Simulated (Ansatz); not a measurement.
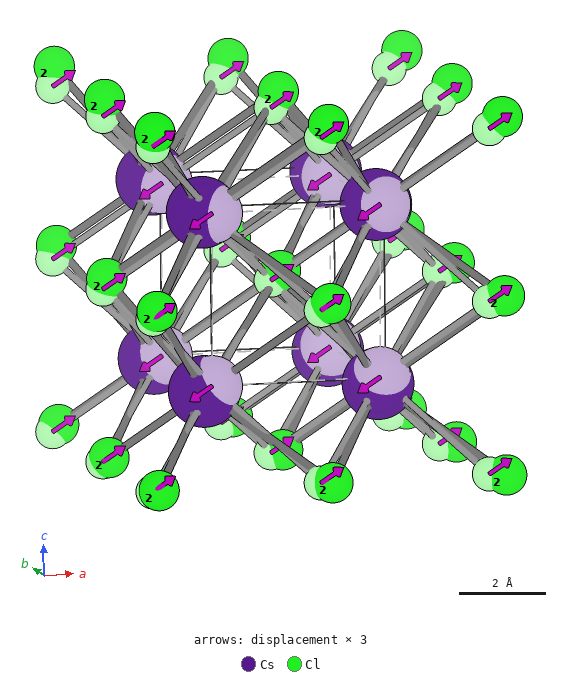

A symmetric starting cell of CsCl, drawn pale, and a changed version of it, drawn solid. The purple arrows show how the atoms are displaced (without the part that the change of the cell carries along), magnified 3 times. Besides, the cell is strained by +1.6 % along [1 −1 1] and +4.6 % across it (volume +11.2 %). Style: ball-and-stick. Shown: the cell of the calculation, slightly off an axis.

Theory: DFT PBE, scalar-relativistic, plane waves, PAW (Ansatz 0.2.0). (plane-wave cutoff 420 eV; k-point mesh 6 × 6 × 6; occupations gaussian; smearing width 0.02 eV; no spin polarisation)

Describe the displacements and the computed response.

Answer. Atoms are displaced by 0.25 Å relative to the cell: Cl 0.25 Å along [1 −1 1], Cs 0.25 Å along [−1 1 −1]. No relaxation follows. The starting cell wasn't computed here and needn't be at equilibrium, so pressure and forces aren't due to the change alone. Near-neighbour distances before and after: Cl–Cs 3.571 → 3.120 to 4.136 Å. The space group (tolerance 0.01 Å) goes from Pm-3m (No. 221) to R3m (No. 160). The pressure is 0.6 GPa (not all of it need come from the change, since the unchanged cell can be under pressure at this level too). The principal stresses (compression positive) are 2.5 GPa along [1 −1 1] and −0.3 GPa across it. The largest forces, 0.53 eV/Å, act on Cs and Cl; on the Cl atom it points along [−1 1 −1]. The forces point straight back along the displacements (cosine −1.00).
